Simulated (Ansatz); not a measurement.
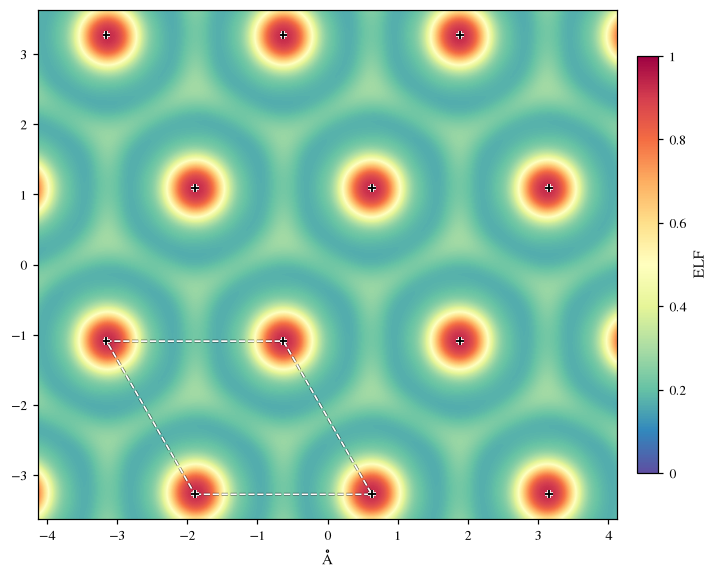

The electron localisation function on a plane through atoms (crosses mark nuclei in the plane).

Level of theory: DFT PBEsol, scalar-relativistic, plane waves, PAW (Ansatz 0.2.0).

Candidates:
A. Sn, a = 5.30 Å, b = 3.74 Å, c = 5.30 Å, α = 90.00°, β = 90.00°, γ = 90.00°. Space group Cmcm; a structure from a database of computed crystals, not necessarily the ambient phase; not relaxed (largest force 0.4 eV/Å).
B. Cu, a = 2.52 Å, b = 4.12 Å, c = 2.52 Å, α = 90.00°, β = 120.00°, γ = 90.00°. Space group P2₁/m; a structure from a database of computed crystals, not necessarily the ambient phase; not relaxed (largest force 0.5 eV/Å); computed without spin polarisation.
C. Si₂Mo, a = 4.73 Å, b = 7.65 Å, c = 6.57 Å, α = 90.00°, β = 90.00°, γ = 90.00°. Space group C222; a structure from a database of computed crystals, not necessarily the ambient phase; changed on purpose from its base cell (strain +0.0350 x Voigt [1, -1, 0, 0, 0, 0], atoms carried along); computed without spin polarisation.

**Which system is this?**

Candidate B: Cu on the (010) plane of the conventional cell, which holds Cu. Cu–Cu (2.52 Å): the ELF is about 0.25 at the midpoint: no shared electron pair shows on this line.
